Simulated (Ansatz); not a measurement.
# Run report: Ti, geometry relaxation (part 3 of 3)

Continued. System: Ti (slab, 24 atoms in the cell). Method: DFT PBE, scalar-relativistic, plane waves, PAW, no spin polarisation (Ansatz 0.2.0); cutoff 420 eV, 5×3×1 k-mesh, Gaussian smearing of 0.1 eV. The structure derives from an entry of the Crystallography Open Database. The input holds or restrains some coordinates. Forces given for the steps count only the free coordinates. It belongs to a series of runs on one base structure; here: clean slab, lower half held.

Geometry of the input (Å; fractional positions):
```
5.8769  0.0000  0.0000
0.0000  9.3013  0.0000
0.0000  0.0000  22.9378
Ti 0.5000  0.3750  0.3706
Ti 0.5000  0.8750  0.3706
Ti 0.0000  0.3750  0.3706
Ti 0.0000  0.8750  0.3706
Ti 0.7500  0.1250  0.4075
Ti 0.7500  0.6250  0.4075
Ti 0.2500  0.1250  0.4075
Ti 0.2500  0.6250  0.4075
Ti 0.7500  0.3750  0.4815
Ti 0.7500  0.8750  0.4815
Ti 0.2500  0.3750  0.4815
Ti 0.2500  0.8750  0.4815
Ti 0.0000  0.1250  0.5185
Ti 0.0000  0.6250  0.5185
Ti 0.5000  0.1250  0.5185
Ti 0.5000  0.6250  0.5185
Ti 0.0000  0.3750  0.5925
Ti 0.0000  0.8750  0.5925
Ti 0.5000  0.3750  0.5925
Ti 0.5000  0.8750  0.5925
Ti 0.2500  0.1250  0.6294
Ti 0.2500  0.6250  0.6294
Ti 0.7500  0.1250  0.6294
Ti 0.7500  0.6250  0.6294
```

## Output, continued
```
  k-point 5: bands = ["-54.9737", "-54.9711", "-54.9606", "-54.9592", "-54.9015", "-54.8979", "-54.8869", "-54.8850", "-54.7472", "-54.7341", "-54.7294", "-54.7184", "-54.6947", "-54.6867", "-54.6828", "-54.6760", "-54.6505", "-54.6490", "-54.6487", "-54.6464", "-54.6366", "-54.6265", "-54.6265", "-54.6166", "-31.4537", "-31.4444", "-31.4337", "-31.4305", "-31.4033", "-31.3904", "-31.3808", "-31.3726", "-31.3246", "-31.3032", "-31.2950", "-31.2798", "-31.2743", "-31.2665", "-31.2641", "-31.2374",
      "-31.2329", "-31.2282", "-31.2246", "-31.2063", "-31.1987", "-31.1967", "-31.1911", "-31.1789", "-31.1501", "-31.1351", "-31.1111", "-31.1046", "-31.0836", "-31.0721", "-31.0581", "-31.0528", "-31.0437", "-31.0418", "-31.0349", "-31.0082", "-31.0006", "-30.9931", "-30.9804", "-30.9555", "-30.9474", "-30.9366", "-30.9365", "-30.9119", "-30.9068", "-30.9023", "-30.8903", "-30.8882", "-30.8819", "-30.8779", "-30.8635", "-30.8567", "-30.8525", "-30.8359", "-30.8356", "-30.8291",
      "-30.8251", "-30.8194", "-30.8168", "-30.8167", "-30.8134", "-30.8099", "-30.7859", "-30.7836", "-30.7604", "-30.7514", "-30.7438", "-30.7436", "-30.7275", "-30.7267", "-30.7232", "-30.7160", "-2.6889", "-2.1203", "-1.8739", "-1.4452", "-1.4346", "-1.0026", "-0.7816", "-0.5427", "-0.4035", "-0.2123", "-0.1093", "-0.0982", "0.1323", "0.1331", "0.2484", "0.2925", "0.3412", "0.3944", "0.4156", "0.5547", "0.5921", "0.6037", "0.6349", "0.8216",
      "0.8448", "0.8938", "0.8980", "0.9298", "0.9319", "0.9633", "1.0295", "1.0973", "1.1966", "1.2077", "1.2193", "1.2566", "1.2823", "1.3189", "1.4873", "1.4907", "1.5977", "1.6475", "1.6535", "1.6587", "1.8387", "1.8537", "1.8625", "1.8998", "1.9655", "2.0035", "2.0407", "2.0518", "2.0983", "2.1186", "2.1792", "2.2304", "2.2439", "2.2725", "2.2810", "2.2838", "2.2858", "2.2939", "2.3882", "2.4270",
      "2.4386", "2.5163", "2.5202", "2.5206", "2.5867", "2.7093", "2.7684", "2.7884", "2.8115", "2.8208", "2.8581", "2.8633", "2.9112"]
--- Relaxed structure (4 steps of the walk, 4 accepted, 0 SCFs on fresh bases) ---
  F+E_penalty+E_count = -59978.27712476 eV   max|allowed force component| = 1.579e-2 eV/Å
  atoms:
    - { symbol: Ti, position: [0.49999999999999994, 0.375, 0.3705670626] }
    - { symbol: Ti, position: [0.49999999999999994, 0.8749999999999999, 0.3705670626] }
    - { symbol: Ti, position: [0.0, 0.375, 0.3705670626] }
    - { symbol: Ti, position: [0.0, 0.8749999999999999, 0.3705670626] }
    - { symbol: Ti, position: [0.75, 0.125, 0.4075479019] }
    - { symbol: Ti, position: [0.75, 0.625, 0.4075479019] }
    - { symbol: Ti, position: [0.24999999999999997, 0.125, 0.4075479019] }
    - { symbol: Ti, position: [0.24999999999999997, 0.625, 0.4075479019] }
    - { symbol: Ti, position: [0.75, 0.375, 0.4815095804] }
    - { symbol: Ti, position: [0.75, 0.8749999999999999, 0.4815095804] }
    - { symbol: Ti, position: [0.24999999999999997, 0.375, 0.4815095804] }
    - { symbol: Ti, position: [0.24999999999999997, 0.8749999999999999, 0.4815095804] }
    - { symbol: Ti, position: [2.4201119823335036e-19, 0.125, 0.5173734210499066] }
    - { symbol: Ti, position: [2.420111982333501e-19, 0.625, 0.5173734210499066] }
    - { symbol: Ti, position: [0.49999999999999994, 0.125, 0.5173734210499066] }
    - { symbol: Ti, position: [0.49999999999999994, 0.625, 0.5173734210499066] }
    - { symbol: Ti, position: [9.989901219162586e-19, 0.375, 0.5878412762624827] }
    - { symbol: Ti, position: [9.989901219162586e-19, 0.8749999999999999, 0.5878412762624827] }
    - { symbol: Ti, position: [0.49999999999999994, 0.375, 0.5878412762624827] }
    - { symbol: Ti, position: [0.49999999999999994, 0.8749999999999999, 0.5878412762624827] }
    - { symbol: Ti, position: [0.24999999999999997, 0.125, 0.6227584551443973] }
    - { symbol: Ti, position: [0.24999999999999997, 0.625, 0.6227584551443973] }
    - { symbol: Ti, position: [0.75, 0.125, 0.6227584551443973] }
    - { symbol: Ti, position: [0.75, 0.625, 0.6227584551443973] }
```

## Trajectory as extended XYZ (Å, eV, eV/Å), 4 frames, from step=1 to step=4
```
24
Lattice="5.8769 0.0000 0.0000 0.0000 9.3013 0.0000 0.0000 0.0000 22.9378" Properties=species:S:1:pos:R:3:forces:R:3 step=1 energy=-59978.12049
Ti    2.9385    3.4880    8.5000    0.0000   0.0000   0.3722
Ti    2.9385    8.1386    8.5000    0.0000   0.0000   0.3722
Ti    0.0000    3.4880    8.5000    0.0000   0.0000   0.3722
Ti    0.0000    8.1386    8.5000    0.0000   0.0000   0.3722
Ti    4.4077    1.1627    9.3483    0.0000   0.0000   0.2169
Ti    4.4077    5.8133    9.3483    0.0000   0.0000   0.2169
Ti    1.4692    1.1627    9.3483    0.0000   0.0000   0.2169
Ti    1.4692    5.8133    9.3483    0.0000   0.0000   0.2169
Ti    4.4077    3.4880   11.0448    0.0000   0.0000  -0.2171
Ti    4.4077    8.1386   11.0448    0.0000   0.0000  -0.2171
Ti    1.4692    3.4880   11.0448    0.0000   0.0000  -0.2171
Ti    1.4692    8.1386   11.0448    0.0000   0.0000  -0.2171
Ti    0.0000    1.1627   11.8930    0.0000   0.0000   0.2171
Ti    0.0000    5.8133   11.8930    0.0000   0.0000   0.2171
Ti    2.9385    1.1627   11.8930    0.0000   0.0000   0.2171
Ti    2.9385    5.8133   11.8930    0.0000   0.0000   0.2171
Ti    0.0000    3.4880   13.5896    0.0000   0.0000  -0.2169
Ti    0.0000    8.1386   13.5896    0.0000   0.0000  -0.2169
Ti    2.9385    3.4880   13.5896    0.0000   0.0000  -0.2169
Ti    2.9385    8.1386   13.5896    0.0000   0.0000  -0.2169
Ti    1.4692    1.1627   14.4378    0.0000   0.0000  -0.3722
Ti    1.4692    5.8133   14.4378    0.0000   0.0000  -0.3722
Ti    4.4077    1.1627   14.4378    0.0000   0.0000  -0.3722
Ti    4.4077    5.8133   14.4378    0.0000   0.0000  -0.3722
24
Lattice="5.8769 0.0000 0.0000 0.0000 9.3013 0.0000 0.0000 0.0000 22.9378" Properties=species:S:1:pos:R:3:forces:R:3 step=2 energy=-59978.26270
Ti    2.9385    3.4880    8.5000    0.0000   0.0000   0.3144
Ti    2.9385    8.1386    8.5000    0.0000   0.0000   0.3144
Ti    0.0000    3.4880    8.5000    0.0000   0.0000   0.3144
Ti    0.0000    8.1386    8.5000    0.0000   0.0000   0.3144
Ti    4.4077    1.1627    9.3483    0.0000   0.0000   0.0422
Ti    4.4077    5.8133    9.3483    0.0000   0.0000   0.0422
Ti    1.4692    1.1627    9.3483    0.0000   0.0000   0.0422
Ti    1.4692    5.8133    9.3483    0.0000   0.0000   0.0422
Ti    4.4077    3.4880   11.0448    0.0000   0.0000  -0.4493
Ti    4.4077    8.1386   11.0448    0.0000   0.0000  -0.4493
Ti    1.4692    3.4880   11.0448    0.0000   0.0000  -0.4493
Ti    1.4692    8.1386   11.0448    0.0000   0.0000  -0.4493
Ti    0.0000    1.1627   11.8650    0.0000   0.0000  -0.1112
Ti    0.0000    5.8133   11.8650    0.0000   0.0000  -0.1112
Ti    2.9385    1.1627   11.8650    0.0000   0.0000  -0.1112
Ti    2.9385    5.8133   11.8650    0.0000   0.0000  -0.1112
Ti    0.0000    3.4880   13.4606    0.0000   0.0000   0.0608
Ti    0.0000    8.1386   13.4606    0.0000   0.0000   0.0608
Ti    2.9385    3.4880   13.4606    0.0000   0.0000   0.0608
Ti    2.9385    8.1386   13.4606    0.0000   0.0000   0.0608
Ti    1.4692    1.1627   14.2429    0.0000   0.0000   0.1431
Ti    1.4692    5.8133   14.2429    0.0000   0.0000   0.1431
Ti    4.4077    1.1627   14.2429    0.0000   0.0000   0.1431
Ti    4.4077    5.8133   14.2429    0.0000   0.0000   0.1431
24
Lattice="5.8769 0.0000 0.0000 0.0000 9.3013 0.0000 0.0000 0.0000 22.9378" Properties=species:S:1:pos:R:3:forces:R:3 step=3 energy=-59978.27712
Ti    2.9385    3.4880    8.5000    0.0000   0.0000   0.3267
Ti    2.9385    8.1386    8.5000    0.0000   0.0000   0.3267
Ti    0.0000    3.4880    8.5000    0.0000   0.0000   0.3267
Ti    0.0000    8.1386    8.5000    0.0000   0.0000   0.3267
Ti    4.4077    1.1627    9.3483    0.0000   0.0000   0.0756
Ti    4.4077    5.8133    9.3483    0.0000   0.0000   0.0756
Ti    1.4692    1.1627    9.3483    0.0000   0.0000   0.0756
Ti    1.4692    5.8133    9.3483    0.0000   0.0000   0.0756
Ti    4.4077    3.4880   11.0448    0.0000   0.0000  -0.3956
Ti    4.4077    8.1386   11.0448    0.0000   0.0000  -0.3956
Ti    1.4692    3.4880   11.0448    0.0000   0.0000  -0.3956
Ti    1.4692    8.1386   11.0448    0.0000   0.0000  -0.3956
Ti    0.0000    1.1627   11.8674    0.0000   0.0000  -0.0158
Ti    0.0000    5.8133   11.8674    0.0000   0.0000  -0.0158
Ti    2.9385    1.1627   11.8674    0.0000   0.0000  -0.0158
Ti    2.9385    5.8133   11.8674    0.0000   0.0000  -0.0158
Ti    0.0000    3.4880   13.4838    0.0000   0.0000   0.0094
Ti    0.0000    8.1386   13.4838    0.0000   0.0000   0.0094
Ti    2.9385    3.4880   13.4838    0.0000   0.0000   0.0094
Ti    2.9385    8.1386   13.4838    0.0000   0.0000   0.0094
Ti    1.4692    1.1627   14.2847    0.0000   0.0000  -0.0003
Ti    1.4692    5.8133   14.2847    0.0000   0.0000  -0.0003
Ti    4.4077    1.1627   14.2847    0.0000   0.0000  -0.0003
Ti    4.4077    5.8133   14.2847    0.0000   0.0000  -0.0003
24
Lattice="5.8769 0.0000 0.0000 0.0000 9.3013 0.0000 0.0000 0.0000 22.9378" Properties=species:S:1:pos:R:3:forces:R:3 step=4 energy=-59978.27713
Ti    2.9385    3.4880    8.5000    0.0000   0.0000   0.3267
Ti    2.9385    8.1386    8.5000    0.0000   0.0000   0.3267
Ti    0.0000    3.4880    8.5000    0.0000   0.0000   0.3267
Ti    0.0000    8.1386    8.5000    0.0000   0.0000   0.3267
Ti    4.4077    1.1627    9.3483    0.0000   0.0000   0.0755
Ti    4.4077    5.8133    9.3483    0.0000   0.0000   0.0755
Ti    1.4692    1.1627    9.3483    0.0000   0.0000   0.0755
Ti    1.4692    5.8133    9.3483    0.0000   0.0000   0.0755
Ti    4.4077    3.4880   11.0448    0.0000   0.0000  -0.3957
Ti    4.4077    8.1386   11.0448    0.0000   0.0000  -0.3957
Ti    1.4692    3.4880   11.0448    0.0000   0.0000  -0.3957
Ti    1.4692    8.1386   11.0448    0.0000   0.0000  -0.3957
Ti    0.0000    1.1627   11.8674    0.0000   0.0000  -0.0158
Ti    0.0000    5.8133   11.8674    0.0000   0.0000  -0.0158
Ti    2.9385    1.1627   11.8674    0.0000   0.0000  -0.0158
Ti    2.9385    5.8133   11.8674    0.0000   0.0000  -0.0158
Ti    0.0000    3.4880   13.4838    0.0000   0.0000   0.0095
Ti    0.0000    8.1386   13.4838    0.0000   0.0000   0.0095
Ti    2.9385    3.4880   13.4838    0.0000   0.0000   0.0095
Ti    2.9385    8.1386   13.4838    0.0000   0.0000   0.0095
Ti    1.4692    1.1627   14.2847    0.0000   0.0000  -0.0002
Ti    1.4692    5.8133   14.2847    0.0000   0.0000  -0.0002
Ti    4.4077    1.1627   14.2847    0.0000   0.0000  -0.0002
Ti    4.4077    5.8133   14.2847    0.0000   0.0000  -0.0002
```

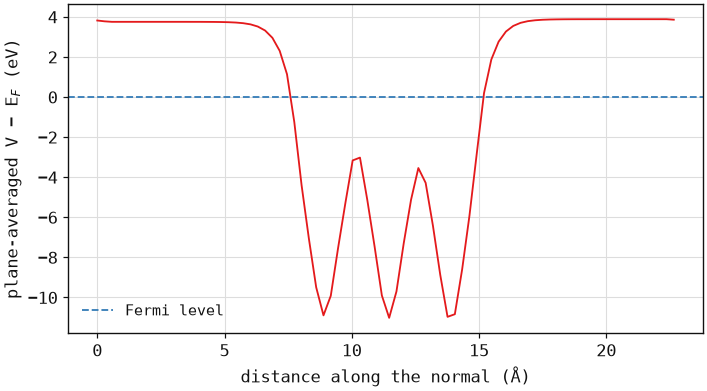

Figure 1. Plane average of the electrostatic potential energy of an electron across the cell, from the Fermi level. The vacuum level lies 3.88 eV above the Fermi level on the upper side and 3.75 eV on the lower.

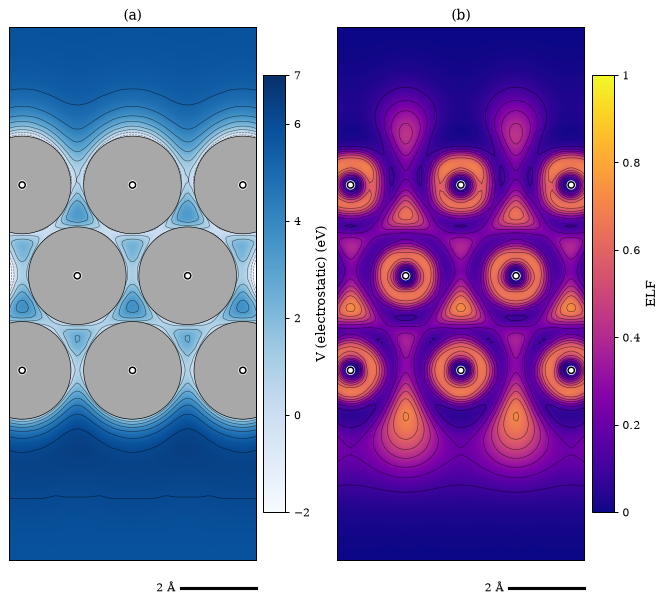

Figure 2. (a) electrostatic potential energy of an electron; (b) electron localisation function on the (010) plane of the calculation cell, a cut from vacuum to vacuum. Circles mark the nuclei in the plane (Ti). Grey discs, where drawn, cover atomic cores. The section cuts through Ti sites. Ti–Ti (2.83 Å): the ELF is about 0.25 at the midpoint; no localised pair between them. Ti–Ti (2.94 Å): the ELF is about 0.30 at the midpoint (no shared electron pair). The strong features right at Ti lie inside the PAW spheres (semicore, d or f shells) and say nothing about bonding. In a PAW calculation such maps are meaningful between the atoms, not at the nuclei.

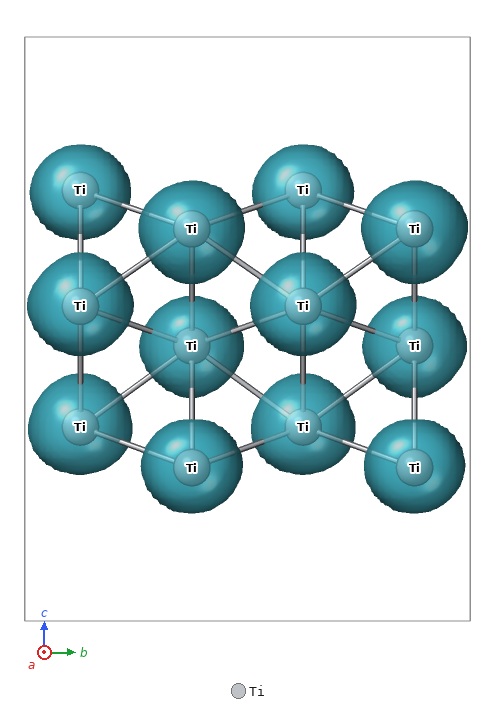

Figure 3. Isosurface of the valence charge density (pseudo) at 0.3 e/Å³ (cyan), seen along the a axis. Sticks mark near contacts. At this value the density breaks into separate islands; it holds about 80 % of the electrons treated as valence (semicore included). It is pinched off along the Ti–Ti (2.83 Å), Ti–Ti (2.87 Å) and Ti–Ti (2.92 Å) contacts. On the grid the lowest density along these lines, outside the cores, is 0.22 e/Å³ (Ti–Ti, 2.83 Å), 0.19 e/Å³ (Ti–Ti, 2.87 Å) and 0.19 e/Å³ (Ti–Ti, 2.92 Å).

## Results in brief

```csv
quantity,value
outcome,converged under the restraints of the input
electrons treated,288
free energy,−59978.2771 eV
"work function, top face",3.88 eV
"work function, bottom face",3.75 eV
Fermi energy,2.024 eV
gap on the k-point mesh,none (metallic)
final volume,1253.84 Å³
work function (upper face),3.88 eV
"largest force (length of the vector) at the end, held atoms and coordinates included",0.396 eV/Å
wall time,3.3 min (CPU time 13 min)
peak memory,4.1 GiB
```

Warnings of the run: the exchange-correlation potential is rough where the density is thin.
